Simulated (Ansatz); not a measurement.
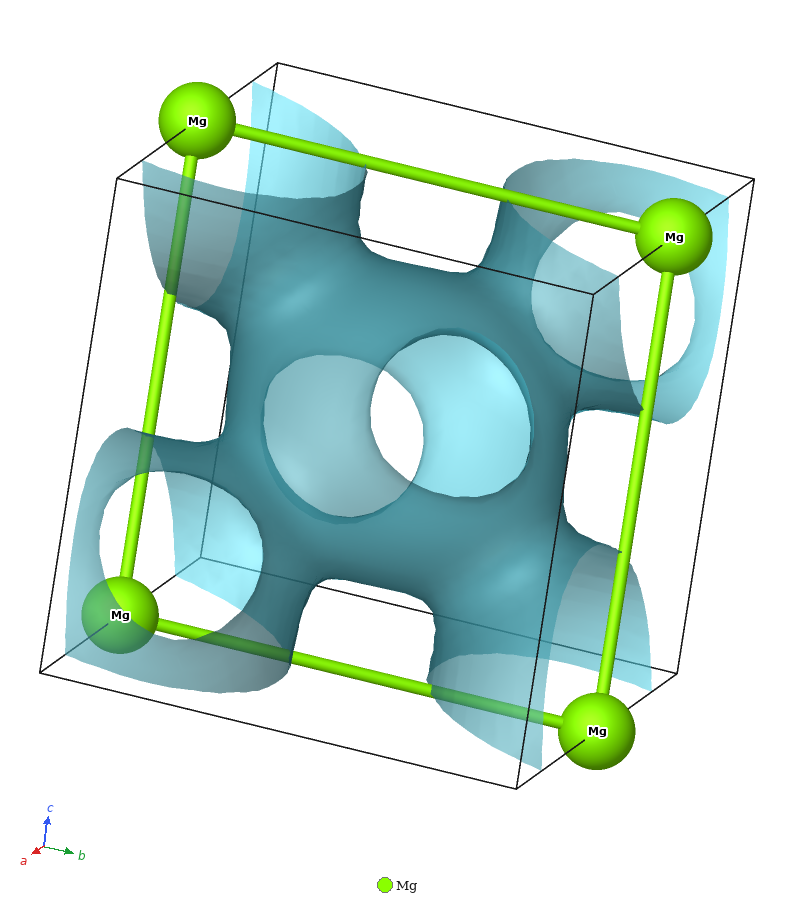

Figure 1: Mg. Isosurface of the electron localisation function at 0.55 (cyan), seen slightly off an axis. Core shells and regions of very low density are left out. Sticks mark near contacts.

Space group P-1; a structure from a database of computed crystals, not necessarily the ambient phase; changed on purpose from its base cell (cell strained at random at fixed volume).

These are results of Kohn-Sham DFT of a periodic cell, PBE, SSSP efficiency PAW (Ansatz), not measurements.

Q: Where are the electrons localised?

A: At this value the surface marks out one network that runs through the whole crystal, counted in one cell of 1 atoms. Any copies at cell faces, edges or corners count once. There are no localised bonds or lone pairs at this value. Along the contacts the grid gives the following. Mg–Mg (3.14 Å): the ELF peaks at about 0.65 between the atoms. Mg–Mg (3.20 Å): the ELF reaches about 0.60 near the midpoint.
